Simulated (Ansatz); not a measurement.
# Single-point calculation of NbN (part 1 of 2)

The run: single-point calculation of NbN (slab, 24 atoms in the cell). Method and program: DFT PBE, scalar-relativistic, plane waves, PAW, no spin polarisation (Ansatz 0.2.0).

The structure derives from an entry of the Crystallography Open Database. It belongs to a series of runs on one base structure; here: the slab at its places in the relaxed adsorbed structure. Figures and captions count atoms from 1; the log counts them from 0 in places.

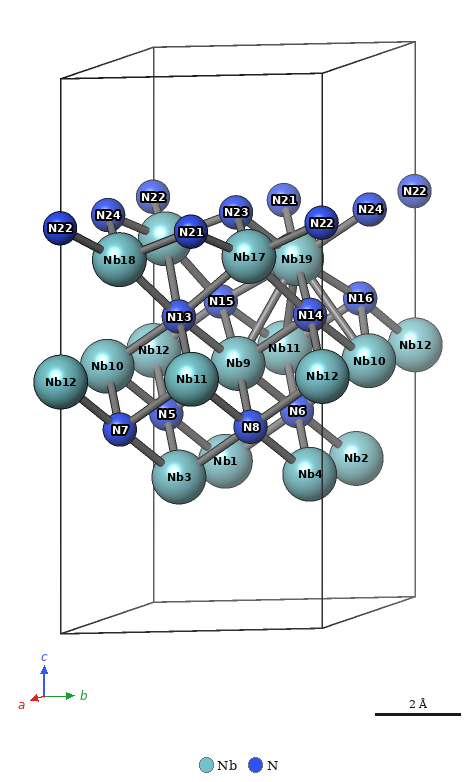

The structure as given in the input (ball-and-stick view of the cell of the calculation, with the vacuum cut short, seen slightly off an axis; atoms are numbered from 1 in the order of the input). An atom can appear more than once, as a periodic image.

**Input file**
```yaml
crystal:
  lattice:
    - [6.2530061697, 0.0, 0.0]
    - [-3.1265030849, 5.415262193, 0.0]
    - [0.0, 0.0, 26.8071476976]
  atoms:
    - { symbol: Nb, position: [0.1666666667, 0.3333333333, 0.2984278705] }
    - { symbol: Nb, position: [0.1666666667, 0.8333333333, 0.2984278705] }
    - { symbol: Nb, position: [0.6666666667, 0.3333333333, 0.2984278705] }
    - { symbol: Nb, position: [0.6666666667, 0.8333333333, 0.2984278705] }
    - { symbol: "N", position: [0.3333333333, 0.1666666667, 0.346041647] }
    - { symbol: "N", position: [0.3333333333, 0.6666666667, 0.346041647] }
    - { symbol: "N", position: [0.8333333333, 0.1666666667, 0.346041647] }
    - { symbol: "N", position: [0.8333333333, 0.6666666667, 0.346041647] }
    - { symbol: Nb, position: [0.5, 0.5, 0.3936554235] }
    - { symbol: Nb, position: [0.5, 0.0, 0.3936554235] }
    - { symbol: Nb, position: [0.0, 0.5, 0.3936554235] }
    - { symbol: Nb, position: [0.0, 0.0, 0.3936554235] }
    - { symbol: "N", position: [0.6630266401, 0.3318029355, 0.4406978734] }
    - { symbol: "N", position: [0.680401686, 0.8398425106, 0.4401649635] }
    - { symbol: "N", position: [0.1580122398, 0.3126397809, 0.4400029193] }
    - { symbol: "N", position: [0.1577778094, 0.8454647273, 0.4400080528] }
    - { symbol: Nb, position: [0.8047156099, 0.6500669278, 0.4962988322] }
    - { symbol: Nb, position: [0.8042288867, 0.1546924051, 0.4959888232] }
    - { symbol: Nb, position: [0.3198968521, 0.6602953726, 0.4806600297] }
    - { symbol: Nb, position: [0.3030101535, 0.1516834712, 0.5003800557] }
    - { symbol: "N", position: [-0.0164489376, 0.4918472171, 0.5241245737] }
    - { symbol: "N", position: [-0.0203969044, -0.0099065414, 0.5294873041] }
    - { symbol: "N", position: [0.4846895238, 0.4870387122, 0.5272993953] }
    - { symbol: "N", position: [0.484701517, -0.0019076679, 0.5273298376] }
basis:
  ecutwfc: 420
kpoints:
  mp_grid: { grid: [4, 4, 1] }
hamiltonian:
  xc: pbe
scf:
  occupations: { method: gaussian, width: 0.1 }
output:
  forces: true
  eigenvalues: true
  write_density: true
  volumetric_format: npy
efield:
  axis: 3
  dipole_correction: true
  ramp_width: 0.04
```

Command:
```bash
ansatz run input.yaml --threads 4 --pin off --max-ram 10240MiB --backend cpu --events-out ev --progress --plain --runs-dir out
```

**Log**
```
Engine: ansatz 0.2.0, x86_64-unknown-linux-gnu
Pseudopotentials: kind: paw
Pseudopotential: Nb, paw, valence charge 13, recommended cutoff 420 eV (normal), Nb.paw.azcp
Pseudopotential: N, paw, valence charge 5, recommended cutoff 420 eV (normal), N.paw.azcp
Functional definition: PBE
  parameter kappa = 0.804
  parameter beta = 0.06672455060314922
  exchange = pbe_x(kappa = kappa, mu = beta*pi^2/3)
  correlation = pbe_c(beta = beta)
Crystal: 24 atoms, lattice volume = 907.735 Å³
Basis set: ecut = 420 eV, 17825 PW (Γ), exchange–correlation on 90×90×360 points (8 copies of the dense FFT grid, shifted against one another)
Bands: 132, of which v1, the nominal top of the filled ones, is band 108 counted from 1 (107 counted from 0)
Symmetry: 1 space group operations
Space group: P1 (ITA 1), of the structure as read, at distance tolerance 9.7e-5 Å
k-points: 10 of 16 (time reversal used)
Non-local potential: Nb, projectors of the file, l = 0: 3, l = 1: 2, l = 2: 2, l = 3: 1
Non-local potential: N, projectors of the file, l = 0: 2, l = 1: 2, l = 2: 1
PAW form: soft (Blöchl's): semilocal exchange-correlation on the pseudo side does not see the compensation charge
PAW one-centre angular grid: Nb, 590 points (default); XC on 64 Gauss nodes
PAW one-centre angular grid: N, 110 points (default); XC on 64 Gauss nodes
Initial density: superposition of atomic densities (neutral atoms: chi_scale 0, normalization atom), corrected by the library's trained network
Initial wavefunctions: pseudopotential atomic-orbital guess
Functional: x = pbe(κ = 0.804, μ = 0.2195149727645171), c = pbe(β = 0.06672455060314922)
SCF iter   1: F=—  HF=-59249.236984 eV  |F-HF|=—  |Δ(HF+E_count)|=         —  Δρ=8.77e-3  dr2=5.26e0  ethr=1.77e-3  p=-0.091 e·Å  D=-1.82e-2 V/Å  ΔV_dip=0.49 eV  dr2_dipole=9.11e-1  V_vac-E_F(+/−)=5.46/4.97 eV  ⟨swp⟩=7.0  Hψ=5902  notcnv=0
efield: sawtooth ramp at fractional position 0.8940 (placed from the atoms, in the widest stretch of the axis that holds none; the zero of the levels goes with the place), width 0.0400; the density the first Hamiltonian is built on has a dipole p = -0.091 e·Å; the dipole correction subtracts the counter field D = -1.82e-2 V/Å, which shifts the + side's vacuum level by +0.49 eV against the − side's; the planar-averaged density in the ramp window peaks in size at 4.0e-6 e/Å³
preconditioner: auto → LDOS  [metal: Δε(μ)=0.012 eV  Ē_g=7.788 eV  σ=0.100 eV  W_gap=0.07  n_scr=150 (ndim 8)  ℏωp=13.5 eV  f_vac=0.636  D(μ)=12.21/eV (n_scr^D=66)  β→1.0]
SCF iter   2: F=—  HF=-59249.272408 eV  |F-HF|=—  |Δ(HF+E_count)|=   3.54e-2  Δρ=1.13e-2  dr2=3.77e0  ethr=1.77e-3  p=-0.143 e·Å  D=-2.84e-2 V/Å  ΔV_dip=0.76 eV  dr2_dipole=1.19e-1  V_vac-E_F(+/−)=5.70/4.94 eV  ⟨swp⟩=2.4  Hψ=2068  notcnv=0  defer=156
SCF iter   3: F=—  HF=-59248.947814 eV  |F-HF|=—  |Δ(HF+E_count)|=   3.25e-1  Δρ=2.42e-3  dr2=1.35e-1  ethr=1.74e-3  p=-0.128 e·Å  D=-2.55e-2 V/Å  ΔV_dip=0.68 eV  dr2_dipole=1.10e-2  V_vac-E_F(+/−)=5.59/4.90 eV  ⟨swp⟩=2.0  Hψ=1643  notcnv=0  defer=156
SCF iter   4: F=—  HF=-59248.936311 eV  |F-HF|=—  |Δ(HF+E_count)|=   1.15e-2  Δρ=1.28e-3  dr2=1.98e-2  ethr=6.26e-5  p=-0.121 e·Å  D=-2.42e-2 V/Å  ΔV_dip=0.65 eV  dr2_dipole=3.42e-4  V_vac-E_F(+/−)=5.54/4.89 eV  ⟨swp⟩=3.0  Hψ=2637  notcnv=0  defer=156
SCF iter   5: F=—  HF=-59248.933277 eV  |F-HF|=—  |Δ(HF+E_count)|=   3.03e-3  Δρ=4.48e-4  dr2=4.03e-3  ethr=9.18e-6  p=-0.123 e·Å  D=-2.45e-2 V/Å  ΔV_dip=0.66 eV  dr2_dipole=4.92e-4  V_vac-E_F(+/−)=5.53/4.88 eV  ⟨swp⟩=2.2  Hψ=1943  notcnv=0  defer=142
SCF iter   6: F=—  HF=-59248.933227 eV  |F-HF|=—  |Δ(HF+E_count)|=   4.97e-5  Δρ=1.83e-4  dr2=5.32e-4  ethr=1.87e-6  p=-0.124 e·Å  D=-2.47e-2 V/Å  ΔV_dip=0.66 eV  dr2_dipole=1.45e-5  V_vac-E_F(+/−)=5.54/4.87 eV  ⟨swp⟩=2.4  Hψ=1721  notcnv=0  defer=142
SCF iter   7: F=—  HF=-59248.933255 eV  |F-HF|=—  |Δ(HF+E_count)|=   2.76e-5  Δρ=5.20e-5  dr2=4.15e-5  ethr=2.46e-7  p=-0.123 e·Å  D=-2.46e-2 V/Å  ΔV_dip=0.66 eV  dr2_dipole=8.15e-7  V_vac-E_F(+/−)=5.53/4.87 eV  ⟨swp⟩=3.0  Hψ=2019  notcnv=0  defer=142
SCF iter   8: F=—  HF=-59248.932724 eV  |F-HF|=—  |Δ(HF+E_count)|=   5.30e-4  Δρ=1.92e-5  dr2=9.92e-6  ethr=1.92e-8  p=-0.124 e·Å  D=-2.46e-2 V/Å  ΔV_dip=0.66 eV  dr2_dipole=1.87e-6  V_vac-E_F(+/−)=5.53/4.87 eV  ⟨swp⟩=2.2  Hψ=2013  notcnv=0  defer=142
SCF iter   9: F=—  HF=-59248.932727 eV  |F-HF|=—  |Δ(HF+E_count)|=   2.09e-6  Δρ=6.27e-6  dr2=1.39e-6  ethr=4.59e-9  p=-0.124 e·Å  D=-2.46e-2 V/Å  ΔV_dip=0.66 eV  dr2_dipole=3.31e-7  V_vac-E_F(+/−)=5.53/4.87 eV  ⟨swp⟩=2.1  Hψ=1717  notcnv=0  defer=142
SCF iter  10: F=—  HF=-59248.932727 eV  |F-HF|=—  |Δ(HF+E_count)|=   7.78e-7  Δρ=2.49e-6  dr2=1.02e-7  ethr=6.42e-10  p=-0.124 e·Å  D=-2.46e-2 V/Å  ΔV_dip=0.66 eV  dr2_dipole=1.51e-9  V_vac-E_F(+/−)=5.53/4.87 eV  ⟨swp⟩=2.4  Hψ=1887  notcnv=0  defer=142
SCF iter  11: F=-59248.932728 eV  HF=-59248.932728 eV  |F-HF|=1.31e-7  |Δ(HF+E_count)|=   1.76e-7  Δρ=7.44e-7  dr2=8.58e-9  ethr=4.63e-11  p=-0.124 e·Å  D=-2.46e-2 V/Å  ΔV_dip=0.66 eV  dr2_dipole=1.16e-9  V_vac-E_F(+/−)=5.53/4.87 eV  ⟨swp⟩=14.8  Hψ=6216  notcnv=0
SCF 1 converged in 11 iterations: F = -59248.932728 eV  dr2 = 8.58e-9
  greatest PAW one-centre occupation: 0.998 electrons in one spin orbital (limit 2), on the Nb atom at site 17 (counted from 0), in its partial waves of l = 0
```

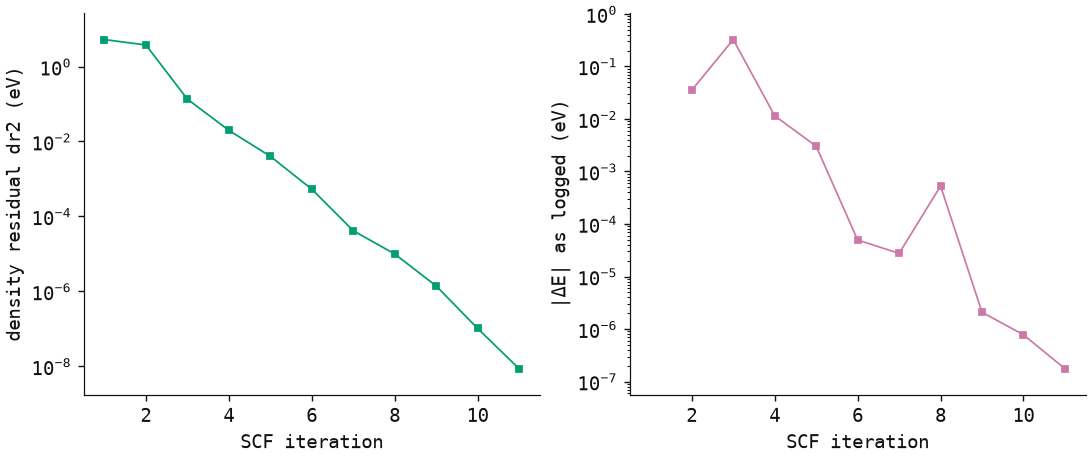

Convergence of the self-consistent field: density residual dr2 and size of the energy change against the SCF iteration. The residual falls at every step.

```
SCF converged after 11 iterations
Free energy (F): -59248.932728 eV
Harris-Foulkes:  -59248.932728 eV  (|F-HF|=1.31e-7)
Internal energy: -59248.874150 eV  (E = F + TS)
E sigma→0 (E₀):  -59248.903439 eV
Entropy (-TS):   -0.058578 eV (-2.441 meV/atom)
Fermi energy:    1.965366 eV
Dipole field:    D = -0.024671 V/Å  (p = -0.123762 e·Å, saw-weighted, corrected)
Work function:   Φ+ = 5.5319 eV   Φ− = 4.8705 eV
Levels:          The Fermi level and band energies are counted from a zero that moves with the ramp; work functions are not
--- Per-component energies (eV) ---
  E_band       = -4005.322114
  E_kinetic    = 6290.804884
  E_local      = -295155.451981  (includes V_loc(G=0)·N_el)
  E_nonlocal   = 1965.081529
  E_hartree    = 143935.151269
  E_xc         = -2825.786886
  E_vxc        = -3469.879785  (∫ρ·V_xc dr)
  E_paw        = -38397.377028  (= ΣΔE_a)
  E_vpaw       = -1505.171844  (= ΣTr[D̂ρ^β])
  E_aug_tail   = 0.001169  (compensation charges beyond the density's cutoff)
  E_efield     = 0.001527  (sawtooth field / dipole correction)
  E_vefield    = -0.993512  (∫n·V_field dr)
  E_ewald      = 124938.701368
  E_smearing   = -0.058578  (= −TS)
  E_closure    = 0.000000  (closes the sum)
  Σ components = -59248.932728   (vs F -59248.932728, Δ=0.00e0)
--- Forces (eV/Å), atoms counted from 1 ---
  atom   1  Nb    -0.08500979     0.03071114     1.06817254
  atom   2  Nb    -0.01855505    -0.08760864     1.06947330
  atom   3  Nb    -0.13057901    -0.07102645     0.56184356
  atom   4  Nb    -0.08522606    -0.04856614     1.12254541
  atom   5  N     -0.06613752    -0.03284909    -0.92191650
  atom   6  N      0.00825720     0.00132260    -1.46390011
  atom   7  N      0.10778498    -0.02995864    -1.00659191
  atom   8  N      0.02688264     0.10765224    -1.01230231
  atom   9  Nb    -0.67607588     0.60747277     0.33379670
  atom  10  Nb     0.17903524    -0.89422381     0.35032084
  atom  11  Nb     0.73828571     0.43685069     0.21959549
  atom  12  Nb    -0.00349231    -0.01008227    -0.28986003
  atom  13  N     -0.00358145    -0.00338989    -0.01074225
  atom  14  N     -0.00353802    -0.00002299     0.00153617
  atom  15  N      0.00237287    -0.00273934     0.00508081
  atom  16  N      0.00004856     0.00126351     0.00943101
  atom  17  Nb     0.04577055    -0.03331011    -0.00408773
  atom  18  Nb    -0.01487234     0.04732016     0.00358760
  atom  19  Nb    -0.00444945    -0.00549424     0.00848802
  atom  20  Nb     0.02489163     0.01249097    -0.02238150
  atom  21  N     -0.03136508    -0.01897793    -0.03337385
  atom  22  N      0.00543480    -0.00136240     0.01284717
  atom  23  N     -0.00275840    -0.01732421     0.00696433
  atom  24  N     -0.01312756     0.01184878    -0.00847312
  max |Σ_I F_I| component: 5.37e-5 eV/Å
--- Band table (eV; the first three rows and the last of 10) ---
```
